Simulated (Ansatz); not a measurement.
**Run report: Zn18O19 (charge −2), geometry relaxation (part 1 of 3)**

Zn18O19 (defect cell, 37 atoms in the cell, total charge −2), computed with DFT PBE, scalar-relativistic, plane waves, PAW, no spin polarisation (Ansatz 0.2.0).

The structure derives from a Materials Project entry. It belongs to a series of runs on one base structure; here: O_i, charge -2, atoms relaxed at the host's cell.

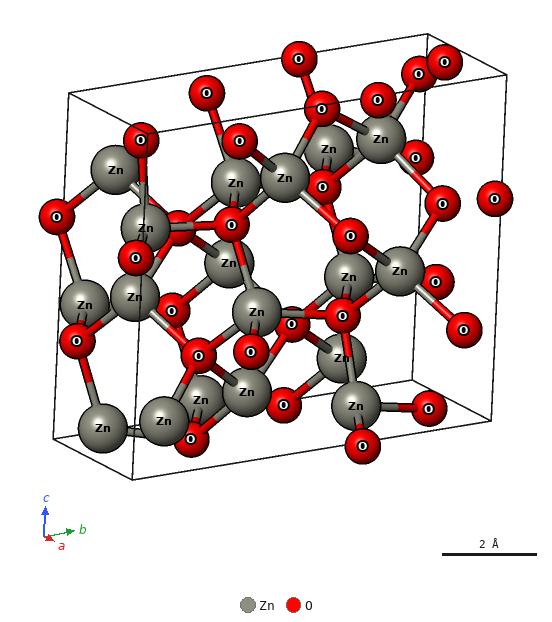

Figure 1. The starting structure (ball-and-stick view of the cell of the calculation, seen slightly off an axis). Near neighbours in the crystal (not all of them lie inside the picture): Zn has 4 O at 1.93 to 2.05 Å; O has 4 Zn at 1.93 to 2.05 Å; O has 1 O at 1.47 Å and 2 Zn at 1.93 to 1.97 Å.

Input:
```yaml
crystal:
  lattice:
    - [-1.0e-10, -5.680065669, -5.2931776513]
    - [-4.9190811645, 2.8400328345, -5.2931776513]
    - [4.9190811645, 2.8400328344, -5.2931776513]
  atoms:
    - { symbol: Zn, position: [0.3584249731, 0.0568025809, 0.0633693664] }
    - { symbol: Zn, position: [0.0687895702, 0.3933351524, 0.0535403638] }
    - { symbol: Zn, position: [0.3957385505, 0.7203705674, 0.3923090309] }
    - { symbol: Zn, position: [0.398656695, 0.3900262478, 0.7216322249] }
    - { symbol: Zn, position: [0.0654521461, 0.0568253377, 0.3863837795] }
    - { symbol: Zn, position: [0.7322576619, 0.6801825074, 0.0662183172] }
    - { symbol: Zn, position: [0.7323258772, 0.3898972051, 0.3864903134] }
    - { symbol: Zn, position: [0.0639307372, 0.7226409942, 0.7212463694] }
    - { symbol: Zn, position: [0.7384463748, 0.0655218855, 0.6851524043] }
    - { symbol: Zn, position: [0.4493733705, 0.4360279577, 0.1144065859] }
    - { symbol: Zn, position: [0.1122335475, 0.7741689205, 0.1141126842] }
    - { symbol: Zn, position: [0.4498156836, 0.1096229571, 0.4453319926] }
    - { symbol: Zn, position: [0.4550628798, 0.7794993257, 0.7875657923] }
    - { symbol: Zn, position: [0.1203249826, 0.4449072985, 0.4460006139] }
    - { symbol: Zn, position: [0.8052245892, 0.1267588193, 0.12493852] }
    - { symbol: Zn, position: [0.7851203112, 0.7743456531, 0.4452613758] }
    - { symbol: Zn, position: [0.1146896175, 0.115053651, 0.7715176532] }
    - { symbol: Zn, position: [0.7880973859, 0.4387038717, 0.773228612] }
    - { symbol: O, position: [0.2523557531, 0.9245409747, 0.9267066023] }
    - { symbol: O, position: [0.9464778223, 0.2709169842, 0.9257438511] }
    - { symbol: O, position: [0.2704791229, 0.5950943465, 0.2616037672] }
    - { symbol: O, position: [0.2713390592, 0.2629924075, 0.5960131029] }
    - { symbol: O, position: [0.9367699544, 0.9276439161, 0.2673593667] }
    - { symbol: O, position: [0.600079232, 0.5767282576, 0.9266549985] }
    - { symbol: O, position: [0.6030328507, 0.2613319322, 0.2673545663] }
    - { symbol: O, position: [0.9384116963, 0.5958627212, 0.5960511481] }
    - { symbol: O, position: [0.6022487085, 0.9267556378, 0.5935956177] }
    - { symbol: O, position: [0.3263688954, 0.3137726785, 0.9839206139] }
    - { symbol: O, position: [0.9887304701, 0.6456288489, 0.9858506863] }
    - { symbol: O, position: [0.3230271798, 0.9824947814, 0.3240303443] }
    - { symbol: O, position: [0.3273924771, 0.6519182786, 0.655032575] }
    - { symbol: O, position: [0.9948210999, 0.3193404765, 0.3155722883] }
    - { symbol: O, position: [0.5929683491, 0.916887221, 1.0019795006] }
    - { symbol: O, position: [0.6578795478, 0.6474929695, 0.3241329426] }
    - { symbol: O, position: [0.9996167557, 0.9827458438, 0.6445978541] }
    - { symbol: O, position: [0.6587469853, 0.324024377, 0.6422450449] }
    - { symbol: O, position: [0.7153959999, 1.0469870053, 0.939527529] }
  host:
    lattice:
      - [3.279387443, 0.0, 0.0]
      - [-1.6396937215, 2.8400328345, 0.0]
      - [0.0, 0.0, 5.2931776513]
    atoms:
      - { symbol: Zn, position: [0.6666666667, 0.3333333333, 0.5006021986] }
      - { symbol: Zn, position: [0.3333333333, 0.6666666667, 0.0006021986] }
      - { symbol: O, position: [0.6666666667, 0.3333333333, 0.8797078014] }
      - { symbol: O, position: [0.3333333333, 0.6666666667, 0.3797078014] }
total_charge: -2
basis:
  ecutwfc: 420
  xc_grid: 2
kpoints:
  mp_grid: { grid: [2, 2, 2], shift: [0.5, 0.5, 0.5] }
hamiltonian:
  xc: pbe
scf:
  occupations: { method: gaussian, width: 0.02 }
output:
  forces: true
  stress: false
  eigenvalues: true
  charged_corrections:
    defect_position: [0.93055556, 0.93055556, 0.93055556]
    epsilon: [[10.5641, 0.0, 0.0], [0.0, 10.5641, 0.0], [0.0, 0.0, 11.6128]]
  write_density: true
  write_potential: true
  elf: true
  volumetric_format: npy
relax:
  adjacent_minimum: "off"
  f_tol: 0.03
  max_steps: 40
```

Machine: 8 threads of Arm Neoverse V1, 24 GiB of memory available, shared host.

Run as:
```bash
ansatz run input.yaml --threads 8 --pin off --max-ram 16384MiB --backend cpu --events-out ev --progress --plain --runs-dir out
```

Output:
```
Engine: ansatz 0.2.0, aarch64-unknown-linux-gnu
Pseudopotentials: kind: paw
Pseudopotential: Zn, paw, valence charge 12, recommended cutoff 420 eV (normal), Zn.paw.azcp
Pseudopotential: O, paw, valence charge 6, recommended cutoff 420 eV (normal), O.paw.azcp
Functional definition: PBE
  parameter kappa = 0.804
  parameter beta = 0.06672455060314922
  exchange = pbe_x(kappa = kappa, mu = beta*pi^2/3)
  correlation = pbe_c(beta = beta)
Crystal: 37 atoms, lattice volume = 443.685 Å³
Basis set: ecut = 420 eV, 8645 PW (Γ), exchange–correlation on 108×108×108 points (8 copies of the dense FFT grid, shifted against one another)
Bands: 203, of which v1, the nominal top of the filled ones, is band 166 counted from 1 (165 counted from 0)
Symmetry: 1 space group operations
Space group: P1 (ITA 1), of the structure as read, at distance tolerance 7.6e-5 Å
k-points: 4 of 8 (time reversal used)
Non-local potential: Zn, projectors of the file, l = 0: 2, l = 1: 2, l = 2: 3, l = 3: 1
Non-local potential: O, projectors of the file, l = 0: 2, l = 1: 2, l = 2: 1
PAW form: soft (Blöchl's): semilocal exchange-correlation on the pseudo side does not see the compensation charge
PAW one-centre angular grid: Zn, 590 points (default); XC on 64 Gauss nodes
PAW one-centre angular grid: O, 110 points (default); XC on 64 Gauss nodes
Initial density: superposition of atomic densities (neutral atoms scaled as one to the charged cell's electrons: chi_scale 0, normalization atom), corrected by the library's trained network
Initial wavefunctions: pseudopotential atomic-orbital guess
Functional: x = pbe(κ = 0.804, μ = 0.2195149727645171), c = pbe(β = 0.06672455060314922)
SCF iter   1: F=—  HF=-70509.172840 eV  |F-HF|=—  |Δ(HF+E_count)|=         —  Δρ=3.32e-2  dr2=2.87e0  ethr=1.77e-3  ⟨swp⟩=6.8  Hψ=3257  notcnv=0  defer=2
preconditioner: auto → Resta (q_TF=auto, 2.600 Å⁻¹)  ε∞=7.9  [insulator: Δε(μ)=1.202 eV  Ē_g=12.260 eV  σ=0.020 eV  W_gap=1.00  n_scr=130 (ndim 8)  ℏωp=32.1 eV  f_vac=0.042  D(μ)=0.00/eV (n_scr^D=0)  ε∞_Penn≈7.9]
SCF iter   2: F=—  HF=-70508.283016 eV  |F-HF|=—  |Δ(HF+E_count)|=   8.90e-1  Δρ=4.40e-3  dr2=1.24e-1  ethr=8.63e-4  ⟨swp⟩=2.0  Hψ=1531  notcnv=0  defer=129
SCF iter   3: F=—  HF=-70508.145204 eV  |F-HF|=—  |Δ(HF+E_count)|=   1.38e-1  Δρ=5.37e-3  dr2=1.26e-1  ethr=3.74e-5  ⟨swp⟩=2.5  Hψ=1292  notcnv=0  defer=129
SCF iter   4: F=—  HF=-70508.123532 eV  |F-HF|=—  |Δ(HF+E_count)|=   2.17e-2  Δρ=1.76e-3  dr2=1.17e-2  ethr=3.74e-5  ⟨swp⟩=2.0  Hψ=1286  notcnv=0  defer=129
SCF iter   5: F=—  HF=-70508.136323 eV  |F-HF|=—  |Δ(HF+E_count)|=   1.28e-2  Δρ=1.23e-3  dr2=3.67e-3  ethr=3.53e-6  ⟨swp⟩=2.5  Hψ=1534  notcnv=0  defer=127
SCF iter   6: F=—  HF=-70508.138744 eV  |F-HF|=—  |Δ(HF+E_count)|=   2.42e-3  Δρ=3.08e-4  dr2=3.47e-4  ethr=1.11e-6  ⟨swp⟩=2.0  Hψ=1294  notcnv=0  defer=127
SCF iter   7: F=—  HF=-70508.138866 eV  |F-HF|=—  |Δ(HF+E_count)|=   1.22e-4  Δρ=2.00e-4  dr2=1.40e-4  ethr=1.05e-7  ⟨swp⟩=2.0  Hψ=1349  notcnv=0  defer=127
SCF iter   8: F=—  HF=-70508.138890 eV  |F-HF|=—  |Δ(HF+E_count)|=   2.37e-5  Δρ=9.71e-5  dr2=3.51e-5  ethr=4.22e-8  ⟨swp⟩=2.0  Hψ=1275  notcnv=0  defer=127
SCF iter   9: F=-70508.138895 eV  HF=-70508.138894 eV  |F-HF|=1.43e-6  |Δ(HF+E_count)|=   4.02e-6  Δρ=2.11e-5  dr2=1.98e-6  ethr=6.78e-9  ⟨swp⟩=17.0  Hψ=8858  notcnv=0
SCF 1 converged in 9 iterations: F = -70508.138895 eV  dr2 = 1.98e-6
  greatest PAW one-centre occupation: 0.989 electrons in one spin orbital (limit 2), on the Zn atom at site 12 (counted from 0), in its partial waves of l = 2
relax step   1: F+E_penalty+E_count = -70508.13889502 eV  Δ(F+E_penalty+E_count) = +0.000e0 eV  max|allowed force component| = 5.360e-1 eV/Å  Δτ_max = 0.0000 Å  (9 SCF iters, dr2 threshold 2.25e-5 eV, accepted)
Initial density: handed on by an earlier stage of this run
Initial wavefunctions: those handed on with the density
iter 1 solved again at ethr=9.11e-7 eV; its pass at ethr=3.10e-3 eV (dr2=3.02e-3 eV) is discarded
SCF iter   1: F=—  HF=-70508.163198 eV  |F-HF|=—  |Δ(HF+E_count)|=         —  Δρ=1.43e-3  dr2=3.14e-3  ethr=9.11e-7  ⟨swp⟩=2.0  Hψ=2114  notcnv=0  defer=127
preconditioner: auto → Resta (q_TF=auto, 2.600 Å⁻¹)  ε∞=7.4  [insulator: Δε(μ)=1.190 eV  Ē_g=12.672 eV  σ=0.020 eV  W_gap=1.00  n_scr=130 (ndim 8)  ℏωp=32.1 eV  f_vac=0.026  D(μ)=0.00/eV (n_scr^D=0)  ε∞_Penn≈7.4]
SCF iter   2: F=—  HF=-70508.162517 eV  |F-HF|=—  |Δ(HF+E_count)|=   6.81e-4  Δρ=7.06e-4  dr2=7.88e-4  ethr=9.11e-7  ⟨swp⟩=2.0  Hψ=1348  notcnv=0  defer=127
SCF iter   3: F=—  HF=-70508.162407 eV  |F-HF|=—  |Δ(HF+E_count)|=   1.10e-4  Δρ=2.16e-4  dr2=1.61e-4  ethr=2.37e-7  ⟨swp⟩=2.0  Hψ=1349  notcnv=0  defer=127
SCF iter   4: F=—  HF=-70508.162383 eV  |F-HF|=—  |Δ(HF+E_count)|=   2.41e-5  Δρ=5.76e-5  dr2=1.90e-5  ethr=4.84e-8  ⟨swp⟩=2.0  Hψ=1349  notcnv=0  defer=127
SCF iter   5: F=-70508.162380 eV  HF=-70508.162384 eV  |F-HF|=3.63e-6  |Δ(HF+E_count)|=   8.11e-7  Δρ=3.05e-5  dr2=4.87e-6  ethr=5.41e-9  ⟨swp⟩=15.2  Hψ=8132  notcnv=0
SCF 2 converged in 5 iterations: F = -70508.162380 eV  dr2 = 4.87e-6
relax step   2: F+E_penalty+E_count = -70508.16238039 eV  Δ(F+E_penalty+E_count) = -2.349e-2 eV  max|allowed force component| = 3.467e-1 eV/Å  Δτ_max = 0.0195 Å  (5 SCF iters, dr2 threshold 1.80e-5 eV, accepted)
SCF iter   1: F=—  HF=-70508.156119 eV  |F-HF|=—  |Δ(HF+E_count)|=         —  Δρ=1.58e-2  dr2=2.53e-1  ethr=4.00e-4  ⟨swp⟩=4.0  Hψ=1949  notcnv=0  defer=115
preconditioner: auto → Resta (q_TF=auto, 2.600 Å⁻¹)  ε∞=7.4  [insulator: Δε(μ)=1.253 eV  Ē_g=12.698 eV  σ=0.020 eV  W_gap=1.00  n_scr=130 (ndim 8)  ℏωp=32.1 eV  f_vac=0.025  D(μ)=0.00/eV (n_scr^D=0)  ε∞_Penn≈7.4]
SCF iter   2: F=—  HF=-70508.131831 eV  |F-HF|=—  |Δ(HF+E_count)|=   2.43e-2  Δρ=7.88e-3  dr2=6.48e-2  ethr=7.64e-5  ⟨swp⟩=2.0  Hψ=1619  notcnv=0  defer=129
SCF iter   3: F=—  HF=-70508.133487 eV  |F-HF|=—  |Δ(HF+E_count)|=   1.66e-3  Δρ=1.98e-3  dr2=1.13e-2  ethr=1.95e-5  ⟨swp⟩=2.0  Hψ=1366  notcnv=0  defer=129
SCF iter   4: F=—  HF=-70508.131569 eV  |F-HF|=—  |Δ(HF+E_count)|=   1.92e-3  Δρ=5.11e-4  dr2=8.28e-4  ethr=3.40e-6  ⟨swp⟩=2.0  Hψ=1362  notcnv=0  defer=129
SCF iter   5: F=—  HF=-70508.132122 eV  |F-HF|=—  |Δ(HF+E_count)|=   5.53e-4  Δρ=1.58e-4  dr2=9.87e-5  ethr=2.49e-7  ⟨swp⟩=2.0  Hψ=1347  notcnv=0  defer=129
SCF iter   6: F=—  HF=-70508.132137 eV  |F-HF|=—  |Δ(HF+E_count)|=   1.51e-5  Δρ=8.09e-5  dr2=2.36e-5  ethr=2.97e-8  ⟨swp⟩=2.0  Hψ=1347  notcnv=0  defer=129
SCF iter   7: F=-70508.132139 eV  HF=-70508.132139 eV  |F-HF|=9.04e-7  |Δ(HF+E_count)|=   2.41e-6  Δρ=3.18e-5  dr2=4.02e-6  ethr=2.26e-9  ⟨swp⟩=16.8  Hψ=8544  notcnv=0
SCF 3 converged in 7 iterations: F = -70508.132139 eV  dr2 = 4.02e-6
  greatest PAW one-centre occupation: 0.988 electrons in one spin orbital (limit 2), on the Zn atom at site 12 (counted from 0), in its partial waves of l = 2
relax step   3: F+E_penalty+E_count = -70508.13213858 eV  Δ(F+E_penalty+E_count) = +3.024e-2 eV  max|allowed force component| = 8.974e-1 eV/Å  Δτ_max = 0.2000 Å  (7 SCF iters, dr2 threshold 7.51e-6 eV, rejected (line search))
SCF iter   1: F=—  HF=-70508.202937 eV  |F-HF|=—  |Δ(HF+E_count)|=         —  Δρ=1.36e-2  dr2=2.02e-1  ethr=4.62e-4  ⟨swp⟩=4.0  Hψ=1927  notcnv=0  defer=123
preconditioner: auto → Resta (q_TF=auto, 2.600 Å⁻¹)  ε∞=7.4  [insulator: Δε(μ)=1.207 eV  Ē_g=12.675 eV  σ=0.020 eV  W_gap=1.00  n_scr=130 (ndim 8)  ℏωp=32.1 eV  f_vac=0.026  D(μ)=0.00/eV (n_scr^D=0)  ε∞_Penn≈7.4]
SCF iter   2: F=—  HF=-70508.180067 eV  |F-HF|=—  |Δ(HF+E_count)|=   2.29e-2  Δρ=6.65e-3  dr2=4.60e-2  ethr=6.07e-5  ⟨swp⟩=2.2  Hψ=1622  notcnv=0  defer=127
SCF iter   3: F=—  HF=-70508.181448 eV  |F-HF|=—  |Δ(HF+E_count)|=   1.38e-3  Δρ=2.31e-3  dr2=1.18e-2  ethr=1.39e-5  ⟨swp⟩=2.0  Hψ=1370  notcnv=0  defer=127
SCF iter   4: F=—  HF=-70508.180102 eV  |F-HF|=—  |Δ(HF+E_count)|=   1.35e-3  Δρ=5.04e-4  dr2=6.92e-4  ethr=3.55e-6  ⟨swp⟩=2.0  Hψ=1370  notcnv=0  defer=127
SCF iter   5: F=—  HF=-70508.180188 eV  |F-HF|=—  |Δ(HF+E_count)|=   8.58e-5  Δρ=1.81e-4  dr2=1.28e-4  ethr=2.08e-7  ⟨swp⟩=2.0  Hψ=1349  notcnv=0  defer=127
SCF iter   6: F=—  HF=-70508.180218 eV  |F-HF|=—  |Δ(HF+E_count)|=   2.97e-5  Δρ=6.20e-5  dr2=1.42e-5  ethr=3.85e-8  ⟨swp⟩=2.0  Hψ=1349  notcnv=0  defer=127
SCF iter   7: F=—  HF=-70508.180668 eV  |F-HF|=—  |Δ(HF+E_count)|=   4.51e-4  Δρ=4.40e-5  dr2=6.29e-6  ethr=4.29e-9  ⟨swp⟩=2.0  Hψ=1349  notcnv=0  defer=127
SCF iter   8: F=—  HF=-70508.180667 eV  |F-HF|=—  |Δ(HF+E_count)|=   7.58e-7  Δρ=1.09e-5  dr2=4.24e-7  ethr=1.90e-9  ⟨swp⟩=2.0  Hψ=1349  notcnv=0  defer=127
SCF iter   9: F=—  HF=-70508.180668 eV  |F-HF|=—  |Δ(HF+E_count)|=   1.91e-7  Δρ=5.96e-6  dr2=1.36e-7  ethr=3.01e-11  ⟨swp⟩=15.2  Hψ=6572  notcnv=0
SCF iter  10: F=-70508.180668 eV  HF=-70508.180668 eV  |F-HF|=1.15e-8  |Δ(HF+E_count)|=   3.27e-8  Δρ=2.71e-6  dr2=2.93e-8  ethr=3.01e-11  ⟨swp⟩=7.2  Hψ=4959  notcnv=0
SCF 4 converged in 10 iterations: F = -70508.180668 eV  dr2 = 2.93e-8
relax step   4: F+E_penalty+E_count = -70508.18066767 eV  Δ(F+E_penalty+E_count) = -1.829e-2 eV  max|allowed force component| = 2.836e-2 eV/Å  Δτ_max = 0.0390 Å  (10 SCF iters, accepted)
```

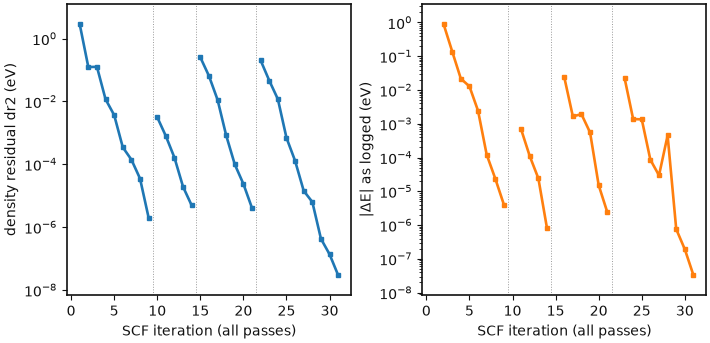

Figure 2. Convergence of the self-consistent field: density residual dr2 and size of the energy change against the SCF iteration. The dotted lines part the SCF passes of the relaxation: geometry steps, rejected trials and re-solves on a re-selected basis. The passes take 9, 5, 7 and 10 iterations.

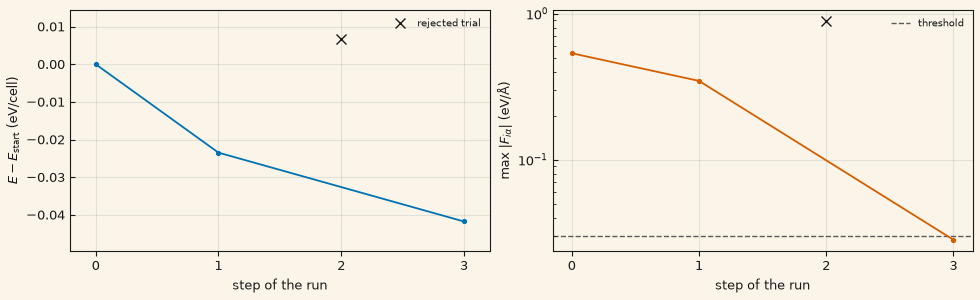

Figure 3. Progress of the relaxation, step by step (the first geometry is step 0 here and step 1 in the log).

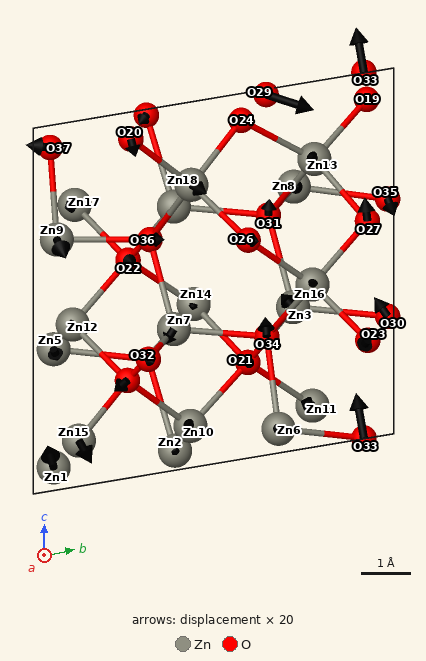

Figure 4. The starting structure with the displacements as black arrows, magnified 20 times (ball-and-stick view of the cell of the calculation, along the a axis). Over 3 geometry steps the energy falls by 41.8 meV per cell of the calculation. The largest force component goes from 0.54 to 0.028 eV/Å. The line search rejected the trial step at point 2 (counted from 0) and went back. O29 moves most: 0.053 Å. By element the largest moves are O 0.053 Å, Zn 0.035 Å. The lattice vectors keep their values. Among the contacts that change: Zn2–O29 1.934 → 1.982 Å, Zn11–O29 2.013 → 1.987 Å, Zn8–O29 2.025 → 1.999 Å, Zn9–O37 1.927 → 1.950 Å. Among the angles that change: Zn9–O37–O33 101.0° → 103.7°, O27–Zn9–O37 118.1° → 115.6°, O21–Zn11–O29 109.1° → 111.2°. (Atoms are counted from 1 in the order of the input.)

```
SCF converged after 10 iterations
Free energy (F): -70508.180668 eV
Harris-Foulkes:  -70508.180668 eV  (|F-HF|=1.15e-8)
Internal energy: -70508.180668 eV  (E = F + TS)
E sigma→0 (E₀):  -70508.180668 eV
Fermi energy:    9.767034 eV
--- Per-component energies (eV) ---
  E_band       = 508.253704
  E_kinetic    = 5706.848140
  E_local      = -36692.082444  (includes V_loc(G=0)·N_el)
  E_nonlocal   = 12067.199804
  E_hartree    = 15048.482125
  E_xc         = -3873.693156
  E_vxc        = -2729.188231  (∫ρ·V_xc dr)
  E_paw        = -35977.452391  (= ΣΔE_a)
  E_vpaw       = -7941.531860  (= ΣTr[D̂ρ^β])
  E_aug_tail   = 0.039893  (compensation charges beyond the density's cutoff)
  E_ewald      = -26787.522638
  E_smearing   = -0.000000  (= −TS)
  E_closure    = 0.000000  (closes the sum)
  E_deformation_potential = -27.600641  (in the stress; not in F)
  Σ components = -70508.180668   (vs F -70508.180668, Δ=0.00e0)
```
